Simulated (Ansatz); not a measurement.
**AlP (slab): density, localisation and related maps**

Input file:

```
crystal:
  lattice:
    - [3.8681183841, 0.0, 0.0]
    - [0.0, 5.4703454796, 0.0]
    - [0.0, 0.0, 24.6702959601]
  atoms:
    - { symbol: Al, position: [0.5, 0.5, 0.3040093241] }
    - { symbol: P, position: [0.0, 0.25, 0.3040093241] }
    - { symbol: Al, position: [0.0, 0.0, 0.3824055945] }
    - { symbol: P, position: [0.5, 0.75, 0.3824055945] }
    - { symbol: Al, position: [0.5, 0.5, 0.4608018648] }
    - { symbol: P, position: [0.0, 0.25, 0.4608018648] }
    - { symbol: Al, position: [0.0, 0.0, 0.5391981352] }
    - { symbol: P, position: [0.5, 0.75, 0.5391981352] }
    - { symbol: Al, position: [0.5, 0.5, 0.6175944055] }
    - { symbol: P, position: [0.0, 0.25, 0.6175944055] }
    - { symbol: Al, position: [0.0, 0.0, 0.6959906759] }
    - { symbol: P, position: [0.5, 0.75, 0.6959906759] }
basis:
  ecutwfc: 420
kpoints:
  mp_grid: { grid: [7, 5, 1] }
hamiltonian:
  xc: pbesol
scf:
  occupations: { method: gaussian, width: 0.05 }
output:
  forces: true
  eigenvalues: true
  write_density: true
  write_potential: true
  elf: true
  volumetric_format: npy
relax:
  adjacent_minimum: "off"
  f_tol: 0.02
  max_steps: 60
efield:
  axis: 3
  dipole_correction: true
  ramp_width: 0.04
```

Command:

```sh
ansatz run input.yaml --threads 1 --pin off --max-ram 2560MiB --backend cpu --events-out ev --progress --plain --runs-dir out
```

The fields are those of the relaxed geometry.

All numbers below come from DFT PBEsol, scalar-relativistic, plane waves, PAW (Ansatz 0.2.0).

In a PAW calculation such maps are meaningful between the atoms, not at the nuclei.

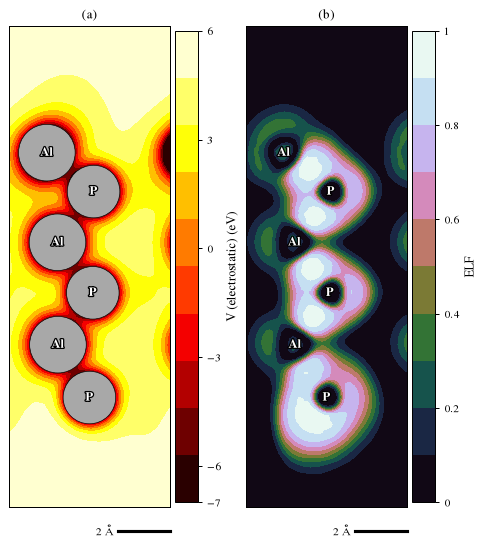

Figure 1. (a) electrostatic potential energy of an electron; (b) electron localisation function on the (100) plane of the calculation cell, a cut from vacuum to vacuum. Grey discs cover the atomic cores in the potential map.

Question: Interpret the plot.

Answer:
- The section cuts through P and Al sites.
- Al–P (2.33 Å): the ELF peaks at about 0.95 between the atoms: a covalent bond.
- Al–P (2.36 Å): the ELF peaks at about 0.90 between the atoms: localised, covalent bonding.
- The ELF also peaks beside P, away from the bonds: lone-pair regions.
- Outside the cores the potential energy rises away from the atoms and is highest in the vacuum; its zero is arbitrary.

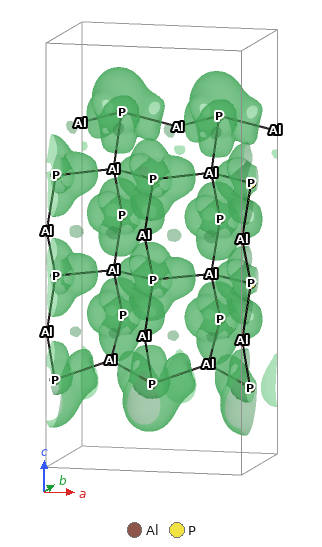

Figure 2. Isosurface of the ELF at 0.75 (green), seen slightly off an axis. Only the valence region is drawn (cores and ρ < 0.01 e/Å³ removed). Sticks mark near contacts.

Question: Where are the electrons localised?

Answer: At this value the surface marks out six regions on P in which the atom's valence shell and bonds are merged, counted in one cell of 12 atoms. Counts are for one cell; the picture repeats the cell along the surface. Profiles from the grid: Al–P (2.32 Å): the ELF peaks at about 0.90 between the atoms (a covalent bond).

Question: Metal or insulator at this level of theory?

Answer: It is gapped, with a Kohn–Sham gap of 1.2 eV on the k-point mesh (the band edges may lie off the mesh, which would make the gap smaller).
